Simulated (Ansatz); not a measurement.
**Run report: CuO, geometry relaxation (part 1 of 3)**

The run: geometry relaxation of CuO (P1, 8 atoms in the cell). Method and program: DFT PBEsol, scalar-relativistic, plane waves, PAW, no spin polarisation (Ansatz 0.2.0).

The structure derives from a Materials Project entry. It belongs to a series of runs on one base structure; here: cell sheared at random, sigma 0.06, atoms nudged by 0.01 A; relaxed back.

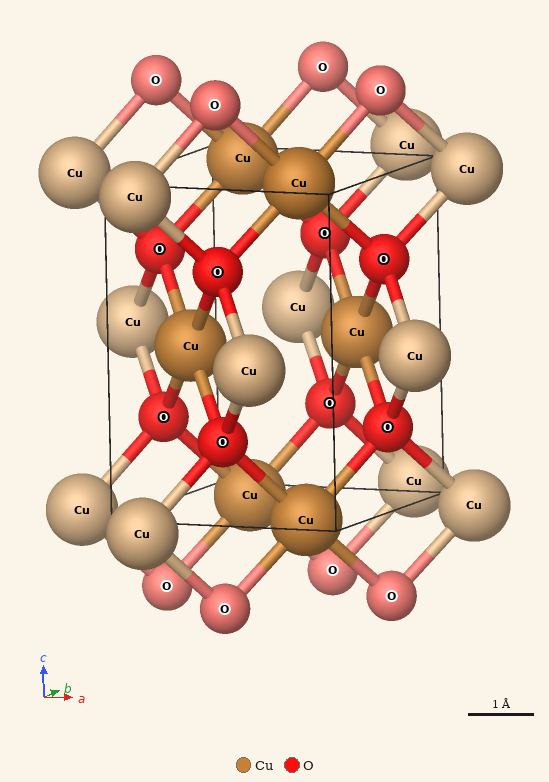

Fig. 1: The starting structure (ball-and-stick view of the cell of the calculation, seen slightly off an axis; neighbours outside the cell are drawn fainter). An atom can appear more than once, as a periodic image.

**Input file**
```yaml
crystal:
  lattice:
    - [3.8237234773, 0.0152082504, -0.0470481315]
    - [-0.0152665143, -4.1564376439, 0.1122190994]
    - [0.0586481433, 0.1393535479, -5.3488485597]
  atoms:
    - { symbol: Cu, position: [0.7487827286, 0.2469003745, -0.0023188684] }
    - { symbol: Cu, position: [0.2536435437, 0.7557052263, -0.0023377437] }
    - { symbol: Cu, position: [0.7501078381, 0.7485427403, 0.4982415912] }
    - { symbol: Cu, position: [0.2481759514, 0.2494881225, 0.4999145908] }
    - { symbol: O, position: [0.4987943081, -0.0029829667, 0.7548836851] }
    - { symbol: O, position: [-0.0009983505, 0.5009789259, 0.7507127824] }
    - { symbol: O, position: [0.5017845443, 0.0022801835, 0.2491373407] }
    - { symbol: O, position: [-0.0002905637, 0.4990873937, 0.2517666219] }
basis:
  ecutwfc: 420
kpoints:
  mp_grid: { grid: [8, 8, 8] }
hamiltonian:
  xc: pbesol
scf:
  occupations: { method: gaussian, width: 0.15 }
output:
  forces: true
  stress: true
  eigenvalues: true
relax:
  adjacent_minimum: "off"
  f_tol: 0.01
  max_steps: 80
  cell: { stress_tol: 0.1 }
```

Run on 2 threads of Intel Xeon (Sapphire Rapids), 32 GiB of memory available, shared host.

Run as:
```bash
ansatz run input.yaml --threads 2 --pin off --max-ram 5120MiB --backend cpu --events-out ev --progress --plain --runs-dir out
```

**What the program printed**
```
Engine: ansatz 0.2.0, x86_64-unknown-linux-gnu
Pseudopotentials: kind: paw
Pseudopotential: Cu, paw, valence charge 19, recommended cutoff 420 eV (normal), Cu.paw.azcp
Pseudopotential: O, paw, valence charge 6, recommended cutoff 420 eV (normal), O.paw.azcp
Functional definition: PBEsol
  exchange = pbesol_x
  correlation = pbesol_c
Crystal: 8 atoms, lattice volume = 84.937 Å³
Basis set: ecut = 420 eV, 1657 PW (Γ), exchange–correlation on 54×60×72 points (8 copies of the dense FFT grid, shifted against one another)
Bands: 60, of which v1, the nominal top of the filled ones, is band 50 counted from 1 (49 counted from 0)
Symmetry: 1 space group operations
Space group: P1 (ITA 1), of the structure as read, at distance tolerance 4.4e-5 Å
k-points: 260 of 512 (time reversal used)
Non-local potential: Cu, projectors of the file, l = 0: 3, l = 1: 2, l = 2: 3, l = 3: 1
Non-local potential: O, projectors of the file, l = 0: 2, l = 1: 2, l = 2: 1
PAW form: soft (Blöchl's): semilocal exchange-correlation on the pseudo side does not see the compensation charge
PAW frozen core: Cu, regenerated for the run's functional, and the local potential with it (the file was generated under x = pbe(κ = 0.804, μ = 0.2195149727645171), c = pbe(β = 0.06672455060314922))
PAW frozen core: O, regenerated for the run's functional, and the local potential with it (the file was generated under x = pbe(κ = 0.804, μ = 0.2195149727645171), c = pbe(β = 0.06672455060314922))
PAW one-centre angular grid: Cu, 590 points (default); XC on 64 Gauss nodes
PAW one-centre angular grid: O, 110 points (default); XC on 64 Gauss nodes
Initial density: superposition of atomic densities (neutral atoms: chi_scale 0, normalization atom), corrected by the library's trained network
Initial wavefunctions: pseudopotential atomic-orbital guess
Functional: x = pbesol(κ = 0.804, μ = 0.12345679012345678), c = pbesol(β = 0.046)
SCF iter   1: F=—  HF=-28592.965312 eV  |F-HF|=—  |Δ(HF+E_count)|=         —  Δρ=1.87e-2  dr2=2.08e-1  ethr=1.77e-3  ⟨swp⟩=5.5  Hψ=53898  notcnv=0  defer=166
preconditioner: auto → LDOS  [metal: Δε(μ)=0.005 eV  Ē_g=11.136 eV  σ=0.150 eV  W_gap=0.02  n_scr=30 (ndim 8)  ℏωp=33.2 eV  f_vac=0.027  D(μ)=4.61/eV (n_scr^D=38)  β→1.0]
SCF iter   2: F=—  HF=-28593.023905 eV  |F-HF|=—  |Δ(HF+E_count)|=   5.86e-2  Δρ=2.84e-2  dr2=3.56e-1  ethr=2.08e-4  ⟨swp⟩=2.0  Hψ=32561  notcnv=0  defer=979  recentre
SCF iter   3: F=—  HF=-28592.905100 eV  |F-HF|=—  |Δ(HF+E_count)|=   1.19e-1  Δρ=4.18e-3  dr2=1.32e-2  ethr=2.08e-4  ⟨swp⟩=2.0  Hψ=28202  notcnv=0  defer=979
SCF iter   4: F=—  HF=-28592.902639 eV  |F-HF|=—  |Δ(HF+E_count)|=   2.46e-3  Δρ=2.42e-3  dr2=3.45e-3  ethr=1.32e-5  ⟨swp⟩=2.6  Hψ=25797  notcnv=0  defer=855
SCF iter   5: F=—  HF=-28592.902041 eV  |F-HF|=—  |Δ(HF+E_count)|=   5.98e-4  Δρ=4.51e-4  dr2=1.09e-4  ethr=3.45e-6  ⟨swp⟩=2.1  Hψ=18315  notcnv=0  defer=855
SCF iter   6: F=—  HF=-28592.902029 eV  |F-HF|=—  |Δ(HF+E_count)|=   1.16e-5  Δρ=1.67e-4  dr2=1.39e-5  ethr=1.09e-7  ⟨swp⟩=2.0  Hψ=19780  notcnv=0  defer=855
SCF iter   7: F=—  HF=-28592.901934 eV  |F-HF|=—  |Δ(HF+E_count)|=   9.53e-5  Δρ=5.56e-5  dr2=1.87e-6  ethr=1.39e-8  ⟨swp⟩=2.2  Hψ=22091  notcnv=0  defer=855
SCF iter   8: F=—  HF=-28592.901934 eV  |F-HF|=—  |Δ(HF+E_count)|=   1.82e-9  Δρ=2.15e-5  dr2=2.85e-7  ethr=1.87e-9  ⟨swp⟩=1.0  Hψ=14624  notcnv=0  defer=855
SCF iter   9: F=-28592.901934 eV  HF=-28592.901934 eV  |F-HF|=6.00e-8  |Δ(HF+E_count)|=   8.71e-9  Δρ=9.29e-6  dr2=5.56e-8  ethr=1.00e-10  ⟨swp⟩=8.5  Hψ=54064  notcnv=0
SCF 1 converged in 9 iterations: F = -28592.901934 eV  dr2 = 5.56e-8
  greatest PAW one-centre occupation: 1.000 electrons in one spin orbital (limit 2), on the Cu atom at site 3 (counted from 0), in its partial waves of l = 0
relax step   1: F+E_penalty+E_count = -28592.90193405 eV  Δ(F+E_penalty+E_count) = +0.000e0 eV  max|allowed force component| = 5.774e-1 eV/Å  Δτ_max = 0.0000 Å  P = -2.559 GPa  Ω = 84.937 Å³  (9 SCF iters, dr2 threshold 1.00e-7 eV, accepted)
Crystal: 8 atoms, lattice volume = 85.338 Å³
Basis set: ecut = 420 eV, 1671 PW (Γ), exchange–correlation on 54×60×72 points (8 copies of the dense FFT grid, shifted against one another)
Initial density: handed on by an earlier stage of this run
Initial wavefunctions: those handed on with the density
iter 1 solved again at ethr=7.72e-6 eV; its pass at ethr=3.10e-3 eV (dr2=7.72e-3 eV) is discarded
SCF iter   1: F=—  HF=-28593.036483 eV  |F-HF|=—  |Δ(HF+E_count)|=         —  Δρ=4.40e-3  dr2=7.98e-3  ethr=7.72e-6  ⟨swp⟩=2.0  Hψ=77374  notcnv=0
preconditioner: auto → LDOS  [metal: Δε(μ)=0.006 eV  Ē_g=11.215 eV  σ=0.150 eV  W_gap=0.02  n_scr=30 (ndim 8)  ℏωp=33.1 eV  f_vac=0.027  D(μ)=4.76/eV (n_scr^D=40)  β→1.0]
SCF iter   2: F=—  HF=-28593.037123 eV  |F-HF|=—  |Δ(HF+E_count)|=   6.40e-4  Δρ=2.85e-3  dr2=3.67e-3  ethr=7.72e-6  ⟨swp⟩=2.0  Hψ=24335  notcnv=0
SCF iter   3: F=—  HF=-28593.036283 eV  |F-HF|=—  |Δ(HF+E_count)|=   8.41e-4  Δρ=1.20e-3  dr2=7.59e-4  ethr=3.67e-6  ⟨swp⟩=2.0  Hψ=27635  notcnv=0
SCF iter   4: F=—  HF=-28593.035936 eV  |F-HF|=—  |Δ(HF+E_count)|=   3.46e-4  Δρ=4.45e-4  dr2=1.49e-4  ethr=7.59e-7  ⟨swp⟩=2.0  Hψ=22348  notcnv=0
SCF iter   5: F=—  HF=-28593.035923 eV  |F-HF|=—  |Δ(HF+E_count)|=   1.35e-5  Δρ=2.21e-4  dr2=3.01e-5  ethr=1.49e-7  ⟨swp⟩=2.5  Hψ=24223  notcnv=0
SCF iter   6: F=—  HF=-28593.035919 eV  |F-HF|=—  |Δ(HF+E_count)|=   3.26e-6  Δρ=1.48e-4  dr2=1.26e-5  ethr=3.01e-8  ⟨swp⟩=1.0  Hψ=15600  notcnv=0
SCF iter   7: F=—  HF=-28593.035918 eV  |F-HF|=—  |Δ(HF+E_count)|=   1.71e-6  Δρ=4.95e-5  dr2=1.58e-6  ethr=1.26e-8  ⟨swp⟩=2.0  Hψ=19776  notcnv=0
SCF iter   8: F=-28593.035917 eV  HF=-28593.035917 eV  |F-HF|=1.91e-7  |Δ(HF+E_count)|=   1.06e-7  Δρ=1.67e-5  dr2=1.83e-7  ethr=8.00e-10  ⟨swp⟩=4.9  Hψ=51728  notcnv=0
SCF 2 converged in 8 iterations: F = -28593.035917 eV  dr2 = 1.83e-7
relax step   2: F+E_penalty+E_count = -28593.03591731 eV  Δ(F+E_penalty+E_count) = -1.340e-1 eV  max|allowed force component| = 4.425e-1 eV/Å  Δτ_max = 0.0095 Å  P = -1.702 GPa  Ω = 85.338 Å³  energy of the carried Pulay correction = -1.755e-3 eV  (8 SCF iters, dr2 threshold 8.00e-7 eV, accepted)
Crystal: 8 atoms, lattice volume = 84.633 Å³
iter 1 solved again at ethr=8.15e-5 eV; its pass at ethr=3.10e-3 eV (dr2=8.15e-2 eV) is discarded
SCF iter   1: F=—  HF=-28593.126133 eV  |F-HF|=—  |Δ(HF+E_count)|=         —  Δρ=1.24e-2  dr2=8.15e-2  ethr=8.15e-5  ⟨swp⟩=1.9  Hψ=78409  notcnv=0
preconditioner: auto → LDOS  [metal: Δε(μ)=0.001 eV  Ē_g=11.308 eV  σ=0.150 eV  W_gap=0.00  n_scr=28 (ndim 8)  ℏωp=33.3 eV  f_vac=0.027  D(μ)=4.61/eV (n_scr^D=40)  β→1.0]
SCF iter   2: F=—  HF=-28593.120261 eV  |F-HF|=—  |Δ(HF+E_count)|=   5.87e-3  Δρ=3.21e-3  dr2=4.38e-3  ethr=8.15e-5  ⟨swp⟩=1.0  Hψ=15600  notcnv=0
SCF iter   3: F=—  HF=-28593.120184 eV  |F-HF|=—  |Δ(HF+E_count)|=   7.73e-5  Δρ=3.75e-3  dr2=8.81e-3  ethr=4.38e-6  ⟨swp⟩=2.0  Hψ=28668  notcnv=0
SCF iter   4: F=—  HF=-28593.119483 eV  |F-HF|=—  |Δ(HF+E_count)|=   7.01e-4  Δρ=1.55e-3  dr2=1.14e-3  ethr=4.38e-6  ⟨swp⟩=2.0  Hψ=26815  notcnv=0
SCF iter   5: F=—  HF=-28593.119267 eV  |F-HF|=—  |Δ(HF+E_count)|=   2.16e-4  Δρ=3.51e-4  dr2=7.50e-5  ethr=1.14e-6  ⟨swp⟩=2.1  Hψ=22087  notcnv=0
SCF iter   6: F=—  HF=-28593.119192 eV  |F-HF|=—  |Δ(HF+E_count)|=   7.59e-5  Δρ=2.80e-4  dr2=4.06e-5  ethr=7.50e-8  ⟨swp⟩=2.2  Hψ=22746  notcnv=0
SCF iter   7: F=—  HF=-28593.119184 eV  |F-HF|=—  |Δ(HF+E_count)|=   7.81e-6  Δρ=1.73e-4  dr2=1.97e-5  ethr=4.06e-8  ⟨swp⟩=2.0  Hψ=20544  notcnv=0
SCF iter   8: F=-28593.119182 eV  HF=-28593.119182 eV  |F-HF|=3.10e-8  |Δ(HF+E_count)|=   1.57e-6  Δρ=2.35e-5  dr2=1.40e-7  ethr=8.00e-10  ⟨swp⟩=4.7  Hψ=70265  notcnv=0
SCF 3 converged in 8 iterations: F = -28593.119182 eV  dr2 = 1.40e-7
  greatest PAW one-centre occupation: 1.000 electrons in one spin orbital (limit 2), on the Cu atom at site 2 (counted from 0), in its partial waves of l = 0
relax step   3: F+E_penalty+E_count = -28593.11918218 eV  Δ(F+E_penalty+E_count) = -8.326e-2 eV  max|allowed force component| = 1.449e-2 eV/Å  Δτ_max = 0.0395 Å  P = +0.689 GPa  Ω = 84.633 Å³  energy of the carried Pulay correction = +1.339e-3 eV  (8 SCF iters, dr2 threshold 8.00e-7 eV, accepted)
Crystal: 8 atoms, lattice volume = 85.189 Å³
Basis set: ecut = 420 eV, 1659 PW (Γ), exchange–correlation on 54×60×72 points (8 copies of the dense FFT grid, shifted against one another)
iter 1 solved again at ethr=1.84e-6 eV; its pass at ethr=3.10e-3 eV (dr2=1.84e-3 eV) is discarded
SCF iter   1: F=—  HF=-28593.119405 eV  |F-HF|=—  |Δ(HF+E_count)|=         —  Δρ=2.31e-3  dr2=1.97e-3  ethr=1.84e-6  ⟨swp⟩=2.0  Hψ=78135  notcnv=0
preconditioner: auto → LDOS  [metal: Δε(μ)=0.009 eV  Ē_g=11.264 eV  σ=0.150 eV  W_gap=0.03  n_scr=28 (ndim 8)  ℏωp=33.2 eV  f_vac=0.031  D(μ)=4.58/eV (n_scr^D=38)  β→1.0]
SCF iter   2: F=—  HF=-28593.119242 eV  |F-HF|=—  |Δ(HF+E_count)|=   1.63e-4  Δρ=7.32e-4  dr2=3.21e-4  ethr=1.84e-6  ⟨swp⟩=2.0  Hψ=23283  notcnv=0
SCF iter   3: F=—  HF=-28593.119084 eV  |F-HF|=—  |Δ(HF+E_count)|=   1.58e-4  Δρ=6.51e-4  dr2=2.13e-4  ethr=3.21e-7  ⟨swp⟩=2.0  Hψ=24231  notcnv=0
SCF iter   4: F=—  HF=-28593.119040 eV  |F-HF|=—  |Δ(HF+E_count)|=   4.39e-5  Δρ=1.84e-4  dr2=1.87e-5  ethr=2.13e-7  ⟨swp⟩=2.3  Hψ=25330  notcnv=0
SCF iter   5: F=—  HF=-28593.119034 eV  |F-HF|=—  |Δ(HF+E_count)|=   5.98e-6  Δρ=1.03e-4  dr2=6.50e-6  ethr=1.87e-8  ⟨swp⟩=2.1  Hψ=26701  notcnv=0
SCF iter   6: F=—  HF=-28593.119034 eV  |F-HF|=—  |Δ(HF+E_count)|=   7.99e-7  Δρ=4.25e-5  dr2=1.07e-6  ethr=6.50e-9  ⟨swp⟩=1.0  Hψ=15600  notcnv=0
SCF iter   7: F=-28593.119033 eV  HF=-28593.119033 eV  |F-HF|=1.43e-8  |Δ(HF+E_count)|=   1.62e-7  Δρ=5.02e-6  dr2=1.36e-8  ethr=8.00e-10  ⟨swp⟩=5.1  Hψ=62845  notcnv=0
SCF 4 converged in 7 iterations: F = -28593.119033 eV  dr2 = 1.36e-8
relax step   4: F+E_penalty+E_count = -28593.11903334 eV  Δ(F+E_penalty+E_count) = +1.488e-4 eV  max|allowed force component| = 3.119e-3 eV/Å  Δτ_max = 0.0147 Å  P = -0.276 GPa  Ω = 85.189 Å³  energy of the carried Pulay correction = -1.107e-3 eV  (7 SCF iters, dr2 threshold 8.00e-7 eV, accepted)
Crystal: 8 atoms, lattice volume = 85.045 Å³
iter 1 solved again at ethr=2.34e-7 eV; its pass at ethr=3.10e-3 eV (dr2=2.34e-4 eV) is discarded
SCF iter   1: F=—  HF=-28593.120111 eV  |F-HF|=—  |Δ(HF+E_count)|=         —  Δρ=8.21e-4  dr2=2.17e-4  ethr=2.34e-7  ⟨swp⟩=3.0  Hψ=77365  notcnv=0
preconditioner: auto → LDOS  [metal: Δε(μ)=0.012 eV  Ē_g=11.273 eV  σ=0.150 eV  W_gap=0.04  n_scr=28 (ndim 8)  ℏωp=33.2 eV  f_vac=0.030  D(μ)=4.61/eV (n_scr^D=38)  β→1.0]
SCF iter   2: F=—  HF=-28593.119996 eV  |F-HF|=—  |Δ(HF+E_count)|=   1.15e-4  Δρ=2.47e-4  dr2=3.24e-5  ethr=2.17e-7  ⟨swp⟩=2.0  Hψ=23657  notcnv=0
SCF iter   3: F=—  HF=-28593.119987 eV  |F-HF|=—  |Δ(HF+E_count)|=   8.50e-6  Δρ=1.59e-4  dr2=1.33e-5  ethr=3.24e-8  ⟨swp⟩=2.0  Hψ=24145  notcnv=0
SCF iter   4: F=—  HF=-28593.119986 eV  |F-HF|=—  |Δ(HF+E_count)|=   1.95e-6  Δρ=6.73e-5  dr2=2.16e-6  ethr=1.33e-8  ⟨swp⟩=2.5  Hψ=26540  notcnv=0
SCF iter   5: F=—  HF=-28593.119985 eV  |F-HF|=—  |Δ(HF+E_count)|=   8.20e-7  Δρ=3.64e-5  dr2=7.93e-7  ethr=2.16e-9  ⟨swp⟩=2.3  Hψ=27975  notcnv=0
SCF iter   6: F=-28593.119984 eV  HF=-28593.119985 eV  |F-HF|=2.46e-7  |Δ(HF+E_count)|=   8.59e-8  Δρ=2.03e-5  dr2=2.46e-7  ethr=2.99e-10  ⟨swp⟩=5.3  Hψ=58678  notcnv=0
SCF 5 converged in 6 iterations: F = -28593.119984 eV  dr2 = 2.46e-7
relax step   5: F+E_penalty+E_count = -28593.11998436 eV  Δ(F+E_penalty+E_count) = -9.510e-4 eV  max|allowed force component| = 1.352e-3 eV/Å  Δτ_max = 0.0059 Å  P = -0.007 GPa  Ω = 85.045 Å³  energy of the carried Pulay correction = -4.712e-4 eV  (6 SCF iters, dr2 threshold 2.99e-7 eV, accepted)
Initial wavefunctions: pseudopotential atomic-orbital guess (no wavefunctions were taken with the density)
iter 1 solved again at ethr=2.61e-7 eV; its pass at ethr=3.10e-3 eV (dr2=2.61e-4 eV) is discarded
SCF iter   1: F=—  HF=-28593.129099 eV  |F-HF|=—  |Δ(HF+E_count)|=         —  Δρ=9.80e-4  dr2=4.36e-5  ethr=2.61e-7  ⟨swp⟩=3.0  Hψ=88650  notcnv=0
preconditioner: auto → LDOS  [metal: Δε(μ)=0.011 eV  Ē_g=11.275 eV  σ=0.150 eV  W_gap=0.04  n_scr=28 (ndim 8)  ℏωp=33.2 eV  f_vac=0.030  D(μ)=4.61/eV (n_scr^D=38)  β→1.0]
SCF iter   2: F=—  HF=-28593.131356 eV  |F-HF|=—  |Δ(HF+E_count)|=   2.26e-3  Δρ=3.76e-4  dr2=7.11e-5  ethr=4.36e-8  ⟨swp⟩=2.0  Hψ=27643  notcnv=0
SCF iter   3: F=—  HF=-28593.131344 eV  |F-HF|=—  |Δ(HF+E_count)|=   1.19e-5  Δρ=1.30e-4  dr2=9.16e-6  ethr=4.36e-8  ⟨swp⟩=2.0  Hψ=27634  notcnv=0
SCF iter   4: F=—  HF=-28593.131346 eV  |F-HF|=—  |Δ(HF+E_count)|=   1.97e-6  Δρ=1.03e-4  dr2=5.69e-6  ethr=9.16e-9  ⟨swp⟩=2.0  Hψ=27631  notcnv=0
SCF iter   5: F=—  HF=-28593.131342 eV  |F-HF|=—  |Δ(HF+E_count)|=   4.70e-6  Δρ=6.09e-5  dr2=1.95e-6  ethr=5.69e-9  ⟨swp⟩=1.0  Hψ=15600  notcnv=0
SCF iter   6: F=—  HF=-28593.131341 eV  |F-HF|=—  |Δ(HF+E_count)|=   2.25e-7  Δρ=1.66e-5  dr2=1.45e-7  ethr=1.95e-9  ⟨swp⟩=2.1  Hψ=18816  notcnv=0
SCF iter   7: F=—  HF=-28593.131341 eV  |F-HF|=—  |Δ(HF+E_count)|=   1.80e-8  Δρ=2.38e-6  dr2=2.92e-9  ethr=1.45e-10  ⟨swp⟩=2.0  Hψ=20285  notcnv=0
SCF iter   8: F=-28593.131341 eV  HF=-28593.131341 eV  |F-HF|=1.71e-10  |Δ(HF+E_count)|=  1.60e-10  Δρ=5.42e-7  dr2=1.77e-10  ethr=1.00e-12  ⟨swp⟩=3.1  Hψ=61636  notcnv=0
SCF 6 converged in 8 iterations: F = -28593.131341 eV  dr2 = 1.77e-10
```
